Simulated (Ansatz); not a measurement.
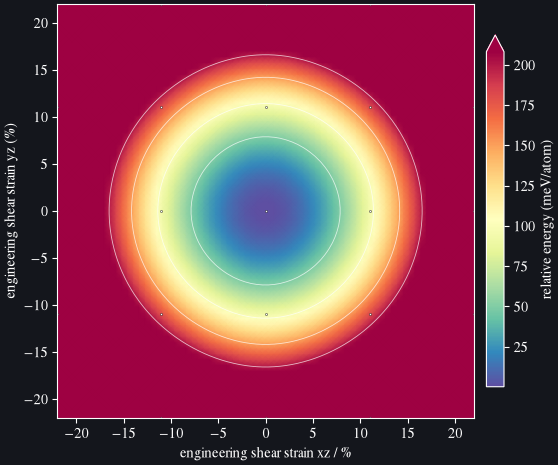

Re (P6_3/mmc, No. 194; 2 atoms in the cell). 
- The energy is mapped over two homogeneous strains (x along [1 0 0], y along [1 2 0], z along [0 0 1] of the conventional cell).
- The first coordinate is: engineering shear strain xz; the second: engineering shear strain yz.
- Nothing is relaxed (fractional coordinates fixed).
- The scan uses a 5 × 5 grid; 9 points were computed and 16 follow by symmetry.
- Points are written as (first, second).
- Energies: meV/atom, counted from the lowest grid point.
- All numbers below come from DFT PBEsol, scalar-relativistic, plane waves, PAW (Ansatz). Settings: cutoff 420 eV, k-mesh 18×18×10 in the order of the run's cell vectors, gaussian smearing 0.15 eV, no spin polarisation.

Drawn: a smooth colour map with a few white contour lines, dots at the grid points, one colour for all values above the top of the scale. Between grid points the surface is interpolated.

Q: Where is the minimum, and how stiff is the crystal against these two strains (in GPa)?

A: The interpolated minimum is at 0.0 % and 0.0 %. Divided by the cell volume of 29.1 Å³, the second derivatives of the energy there are about 181 GPa along the first strain and 182 GPa along the second, with a cross term of about 0 GPa (clamped ions). Round the minimum the contours are nearly round: the two directions are equally stiff and uncoupled.
